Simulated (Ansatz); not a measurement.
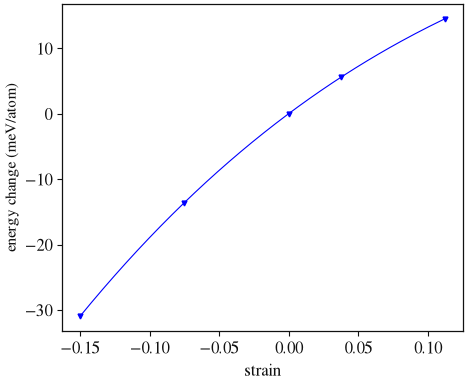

The picture above shows the energy change against strain for Bi, space group I4/mmm (No. 139).

The given structure:
```xyz
1
Lattice="-4.2575 4.2575 1.4306 4.2575 -4.2575 1.4306 4.2575 4.2575 -1.4306" Properties=species:S:1:pos:R:3 pbc="T T T"
Bi    0.0000    0.0000    0.0000
```

How it was computed, with Ansatz 0.2.0: homogeneous strain of a crystal along one Voigt pattern with engineering shear, fractional coordinates fixed, by plane-wave density functional theory with PAW datasets, free energies less that of the undisturbed cell, pressure positive in compression; scalar-relativistic. Level: PBEsol, no spin polarisation.

wave cutoff 420 eV; k mesh 10×10×10; occupations Gaussian; smearing width 0.05 eV; k shift (0, 0, 0) (mesh steps); start as given; strain pattern (0, 1, 0, 0, 0, 0) (xx yy zz yz xz xy with engineering shear).

From this curve and the settings, what does the calculation give for the tensile stress summed over the strain pattern and pressure at the same points?

The tensile stress summed over the strain pattern falls from 0.402 GPa at strain −0.1500 to 0.158 GPa at 0.1125. The pressure rises from −0.692 GPa at strain −0.1500 to −0.193 GPa at 0.1125.

```
 strain  tensile stress summed over the strain pattern (GPa)  pressure (GPa)
-0.1500                                                0.402          -0.692
-0.0750                                                0.317          -0.527
 0.0000                                                0.245          -0.371
 0.0375                                                0.213          -0.304
 0.1125                                                0.158          -0.193
```

Caveats: reference crystal is not relaxed.
